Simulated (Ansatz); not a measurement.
Fe (Fd-3m, No. 227): the end point of a relaxation with DFT, PBE, plane waves (420 eV) with PAW, scalar-relativistic in Ansatz; the starting structure was generated, so it need not be a known form of this composition.

```xyz
8
Lattice="4.8756 0.0000 0.0000 0.0000 4.8756 0.0000 0.0000 0.0000 4.8756" Properties=species:S:1:pos:R:3 pbc="T T T"
Fe    3.6567    3.6567    3.6567
Fe    0.0000    2.4378    0.0000
Fe    3.6567    1.2189    1.2189
Fe    0.0000    0.0000    2.4378
Fe    1.2189    3.6567    1.2189
Fe    2.4378    2.4378    2.4378
Fe    1.2189    1.2189    3.6567
Fe    2.4378    0.0000    0.0000
```

**What will a Z-contrast image along [001] show? The image is simulated as a sum over atoms of Z^1.7, blurred by a 1.13 Å probe (no channelling). The probe carries 15 % of its weight in a tail 2.5 times as wide. The display is stretched by a gamma of 0.65; percentages refer to the linear signal. Shot noise and the speckle of an amorphous layer were added.**

The columns repeat on a square net with a repeat of 1.72 Å (plane group p4mm). All columns are alike (Fe). The shortest distance between visible columns is 1.72 Å in projection. Along the beam the structure repeats every 4.88 Å.

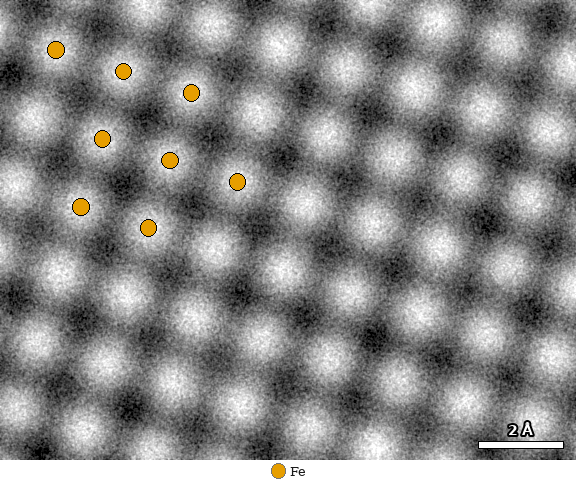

The simulated image, with the columns of the model marked in one corner.
